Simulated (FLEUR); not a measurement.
# Energy of Sn along an even scaling of the cell

System: Sn (Fd-3m, 2 atoms in the cell).
Method: Kohn-Sham DFT of a periodic cell, PBE, all-electron, no spin polarisation (FLEUR MaX-R8.1 (later development tree)).

The 5 runs differ only in the geometry, by an even scaling of the cell at fixed fractional positions. The structure derives from an entry of the Crystallography Open Database.

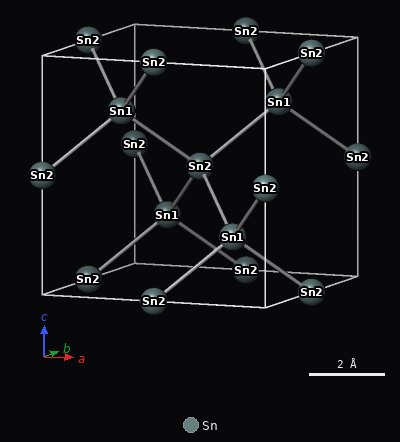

Figure 1. The structure of run 3 (ball-and-stick view of the cell 4 times as large as that of the calculation, set on its symmetry axes, seen slightly off an axis; atoms are numbered from 1 in the order of the input). An atom can appear more than once, as a periodic image.

## Input of run 3
```
<?xml version="1.0" encoding="UTF-8" standalone="no"?>
<fleurInput fleurInputVersion="0.39">
   <comment>
      Sn                                                                                                  
   </comment>
   <calculationSetup>
      <cutoffs Kmax="4.12" Gmax="12.8" GmaxXC="12.8" numbands="0"/>
      <scfLoop itmax="60" minDistance="0.00001" maxIterBroyd="15" imix="Anderson" alpha="0.05" precondParam="0.0" spinf="2.0" sdNocoIR="T"/>
      <coreElectrons ctail="T" frcor="F" kcrel="0" coretail_lmax="0"/>
      <xcFunctional name="pbe" relativisticCorrections="F"/>
      <magnetism jspins="1"/>
      <soc l_soc="F" theta="0.0" phi="0.0" spav="F"/>
      <expertModes spex="0" secvar="F"/>
      <geometryOptimization l_f="F" forcealpha="1.0" forcemix="BFGS" epsdisp="0.00001" epsforce="0.00001"/>
      <ldaU l_linMix="F" mixParam="0.05" spinf="1.0"/>
   </calculationSetup>
   <cell>
      <bzIntegration valenceElectrons="44.0" mode="hist" fermiSmearingEnergy="0.00183747">
         <kPointListSelection listName="default-1"/>
         <!-- k-points included here -->
         <xi:include xmlns:xi="http://www.w3.org/2001/XInclude" href="kpts.xml"> </xi:include>
      </bzIntegration>
      <!-- symmetry operations included here -->
      <xi:include xmlns:xi="http://www.w3.org/2001/XInclude" href="sym.xml"> </xi:include>
      <bulkLattice scale="1.0000000000">
         <bravaisMatrix>
            <row-1>    0.0000000000000000     6.1101323589473129     6.1101323589473129</row-1>
            <row-2>    6.1101323589473129     0.0000000000000000     6.1101323589473129</row-2>
            <row-3>    6.1101323589473129     6.1101323589473129     0.0000000000000000</row-3>
         </bravaisMatrix>
      </bulkLattice>
   </cell>
   <atomSpecies>
      <species name="Tin (Sn)" element="Sn" atomicNumber="50">
         <mtSphere radius="2.38" gridPoints="811" logIncrement="0.016"/>
         <atomicCutoffs lmax="10" lnonsphr="10"/>
         <electronConfig flipSpins="F">
            <coreConfig>(1s1/2) (2s1/2) (2p1/2) (2p3/2) (3s1/2) (3p1/2) (3p3/2) (3d3/2) (3d5/2)</coreConfig>
            <valenceConfig>(4s1/2) (4p1/2) (4p3/2) (5s1/2) (4d3/2) (4d5/2) (5p1/2) (5p3/2)</valenceConfig>
            <stateOccupation state="(5p1/2)" spinUp="0.333333" spinDown="0.333333"/>
            <stateOccupation state="(5p3/2)" spinUp="0.666667" spinDown="0.666667"/>
         </electronConfig>
         <energyParameters s="5" p="5" d="4" f="4"/>
         <lo type="SCLO" l="0" n="4" eDeriv="0"/>
         <lo type="SCLO" l="1" n="4" eDeriv="0"/>
         <lo type="SCLO" l="1" n="4" eDeriv="1"/>
         <lo type="SCLO" l="2" n="4" eDeriv="2"/>
         <lo type="SCLO" l="3" n="4" eDeriv="2"/>
      </species>
   </atomSpecies>
   <atomGroups>
      <atomGroup species="Tin (Sn)">
         <relPos label="                   1">-3.000/8.000 -3.000/8.000 -3.000/8.000</relPos>
         <relPos label="                   2">3.000/8.000 3.000/8.000 3.000/8.000</relPos>
         <force calculate="T" relaxXYZ="TTT"/>
      </atomGroup>
   </atomGroups>
   <output dos="F" band="F" slice="F">
      <checks vchk="F" cdinf="F"/>
      <bandDOS minEnergy="-.5*Htr" maxEnergy="0.5*Htr" sigma="0.015" storeEVData="T"/>
      <vacuumDOS vacdos="F" integ="F" star="F" nstars="0" locx1="0.0" locy1="0.0" locx2="0.0" locy2="0.0" nstm="0" tworkf="0.0"/>
      <unfoldingBand unfoldBand="F" supercellX="1" supercellY="1" supercellZ="1"/>
      <plotting iplot="0" polar="F">
         <plot TwoD="T" vec1="  1.0  0.0  0.0" vec2="  0.0  1.0  0.0" vec3="  0.0  0.0  1.0" zero="  0.0  0.0  0.0" file="plot"/>
      </plotting>
      <chargeDensitySlicing numkpt="0" minEigenval="0.0" maxEigenval="0.0" nnne="0" pallst="F"/>
      <specialOutput eonly="F"/>
      <moessbauerParams electricFieldGradient="T" isomerShift="T" coreHyperfine="T" valenceHyperfine="T"/>
      <magneticCircularDichroism mcd="F" energyLo="-10.0" energyUp="0.0"/>
   </output>
  <!-- We include the file relax.xml here to enable relaxations (see documentation) -->
  <xi:include xmlns:xi="http://www.w3.org/2001/XInclude" href="relax.xml"> <xi:fallback/> </xi:include>
</fleurInput>
```

Command:
```bash
inpgen -f crystal.txt -profile fastHighL; fleur_MPI
```

Run 4 has the same physical settings and fractional positions; its lattice vectors (Å) are:
```
   0.000000    3.275892    3.275892
   3.275892    0.000000    3.275892
   3.275892    3.275892    0.000000
```

## Results, with one run withheld

| run | volume per atom (Å³) | free energy per atom, from the lowest run given (meV) |
| --- | --- | --- |
| 1 | 31.775 | 101.11 |
| 2 | 32.451 | 71.81 |
| 3 | 33.803 | 30.02 |
| 4 | 35.155 | ? |
| 5 | 35.831 | 0.00 |

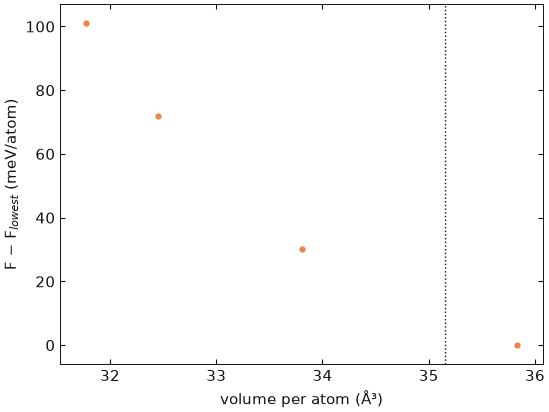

Figure 2. Free energy per atom of the runs given; the dotted line marks run 4.

Estimate the energy of run 4 from the others.

A quadratic polynomial in V^(−2/3) (the Birch–Murnaghan form), fitted to the 4 runs given, misses them by at most 0.17 meV per atom. With x = V^(−2/3) − 0.09641 Å⁻², it reads F = 40.238 + 14557 x + 1.2316e+06 x² (meV per atom). At run 4 it gives 6.10 meV per atom, and the run itself gives 6.12. The fit has no minimum inside this range.

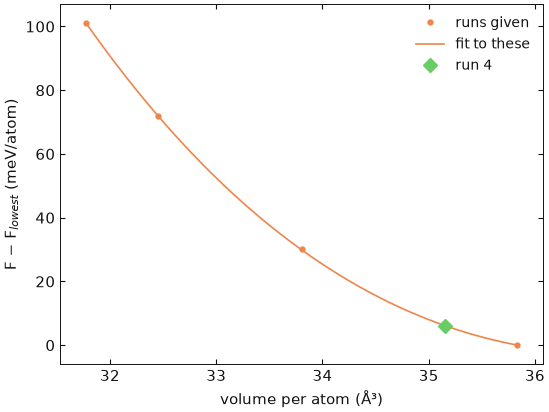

Figure 3. The fit and the withheld run.

## Output (run 4)
```
Welcome to FLEUR        (www.flapw.de)
      MaX-Release 8.1          (www.max-centre.eu)

 ========== k-point set info ==========
 Selected k-point list: default-1
 k-point list type: mesh
 7 x 7 x 7
 Number of k points: 20

 ------------Calculation Setup---------------------------
 Number of MPI-tasks      :            1
 Number of PE/node        :            1
 Number of OMP-threads    :            1
 Most efficient MPI parallelization for:
           1           2           4           5          10          20
 Additional eigenvalue parallelization possible
 Number of basis functions:          637
 Approximate size of matrices (H+S) per k-point:         0.006 GB
 --------------------------------------------------------

 Iteration:     1   Distance:       4.89008617 me/bohr^3

 Iteration:     2   Distance:       4.59869304 me/bohr^3

 Iteration:     3   Distance:       1.46041324 me/bohr^3

 Iteration:     4   Distance:       0.19856656 me/bohr^3

 Iteration:     5   Distance:       0.17115197 me/bohr^3

 Iteration:     6   Distance:       0.01976176 me/bohr^3

 Iteration:     7   Distance:       0.01398306 me/bohr^3

 Iteration:     8   Distance:       0.00414256 me/bohr^3

 Iteration:     9   Distance:       0.00057375 me/bohr^3

 Iteration:    10   Distance:       0.00045927 me/bohr^3

 Iteration:    11   Distance:       0.00004079 me/bohr^3

 Iteration:    12   Distance:       0.00000389 me/bohr^3

 ********************************************************************
 Run finished successfully
 Stop message:
   all done
 ********************************************************************
```
